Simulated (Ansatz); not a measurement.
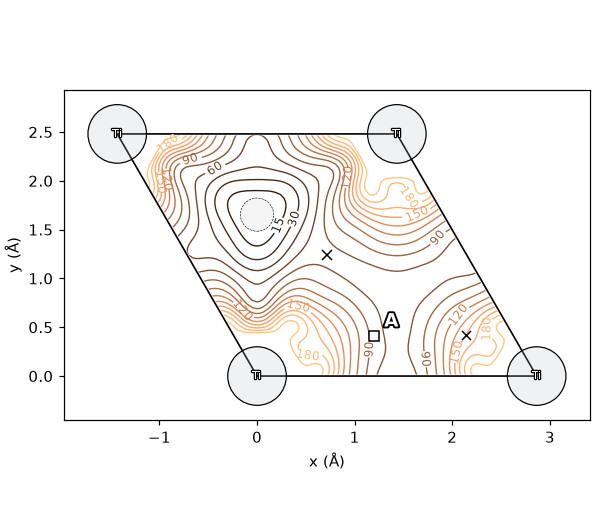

C on a Ti(001) slab cut from the P6_3/mmc phase, its upper half relaxed before the scan (4 atoms of substrate and one adsorbate in a 1 × 1 cell). C is moved over the surface cell; relaxed at each place: the height of the adsorbate's atoms and the top layer of the substrate; the origin of the map has the adsorbate above Ti4. Places are given modulo a cell vector. The map is drawn in real space over the plane of the surface. The scan uses a 6 × 6 grid; 16 points were computed and 18 follow by symmetry. At 2 points there is no value. Energies are in meV, from the lowest grid point. With one adsorbate in each 1 × 1 cell, its nearest image is 2.9 Å away, so neighbouring adsorbates interact. Method: DFT LDA, scalar-relativistic, plane waves, PAW in Ansatz. Settings: cutoff 420 eV, k-mesh 9×9×1, gaussian smearing 0.1 eV, no spin polarisation.

Drawn: contour lines labelled in meV (none above 195), crosses at grid points without a value, labelled circles for the atoms of the top layer and small ones for the second layer, the outline of one cell of the plane, the point A. Between grid points the surface is interpolated.

Is A at rest? If not, where is it pushed?

Answer. A, at (3/6, 1/6) of the cell vectors, is not a stationary point. The computed force is 0.12 eV/Å in the plane, pointing right in the picture (components 0.11 and 0.02 eV/Å).

PAW datasets: the set soft_1.
